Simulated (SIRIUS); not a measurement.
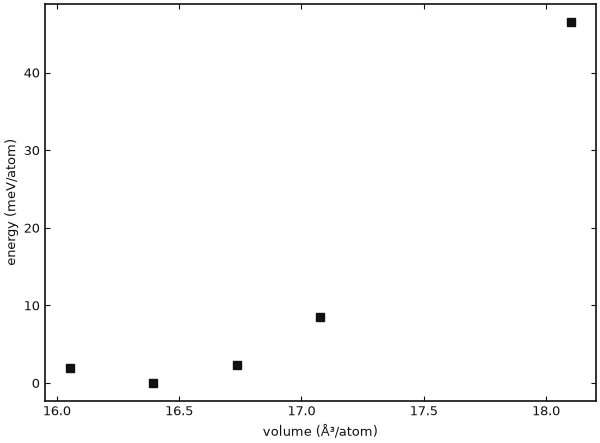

The plot gives the computed energy against volume for ScAl₃, space group Pm-3m (No. 221).

Cell as given: a = 4.088 Å, b = 4.088 Å, c = 4.088 Å, α = 90.00°, β = 90.00°, γ = 90.00°; 4 atoms.

Calculation (SIRIUS 7.12.0): all-electron LAPW DFT, no spin polarisation; energies at scaled volumes of the given cell, shape and fractions fixed, counted from the fit's minimum, third-order Birch-Murnaghan fit. Level: LDA.

k mesh 7×7×7; occupations Fermi–Dirac; smearing width 0.05 eV; potentials all electron FP LAPW; program settings basis apw+lo standard, gk cutoff 3.67 1/bohr, pw cutoff 20 1/bohr.

The points at volume 17.42 Å³/atom and 17.76 Å³/atom are left out of the plot. What values does the calculation give there?

```json
{"volume (Å³/atom)": "17.42", "energy (meV/atom)": "18.25"}
{"volume (Å³/atom)": "17.76", "energy (meV/atom)": "31.01"}
```
